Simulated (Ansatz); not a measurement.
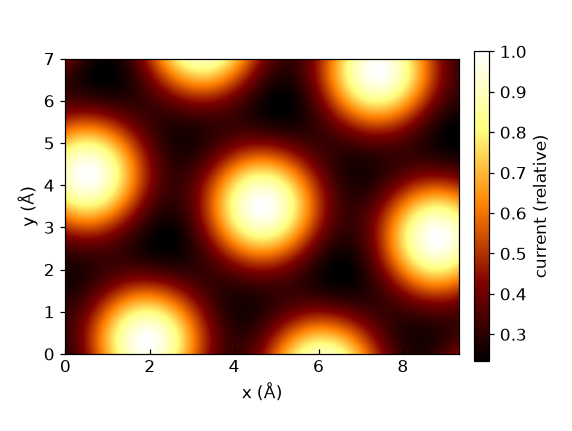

Simulated STM image (constant-height image 4.0 Å above the topmost atom, sample bias −0.50 V).

Tersoff–Hamann simulation (s-wave tip); biases are sample biases. Bias windows are sharp sums over the levels of the k mesh.

> Read the surface lattice from the image: type, spacings and angle.

The pattern repeats on a hexagonal lattice with shortest vectors of 4.2 Å at 60° (or 120°), a cell of 15.6 Å², with 1 maximum above 60 % of the range in each cell.

The surface:

Al2Au(111) (Fm-3m bulk, 11 atomic planes (those closer than 0.6 Å count as one), 12 Å, Al-terminated, slab composition Al8Au3). The brightest spots lie over the top Al atoms; the darkest points are over the sites above the Al atoms 1.5 Å below the top plane.

Theory: Ansatz, DFT LDA, scalar-relativistic, plane waves, PAW. Cutoff 420 eV, 18 × 18 k-points, Gaussian smearing 0.1 eV, dipole correction. The slab is a cut without reconstruction beyond its cell, at the source's lattice constants, with its lower half held fixed and the rest relaxed. No spin polarisation. Spin–orbit coupling is left out; with Au it can shift levels and gaps. The run warns that the functional's potential is rough in the thin density of the vacuum, where the tip is; weak contrasts and barriers may feel it.
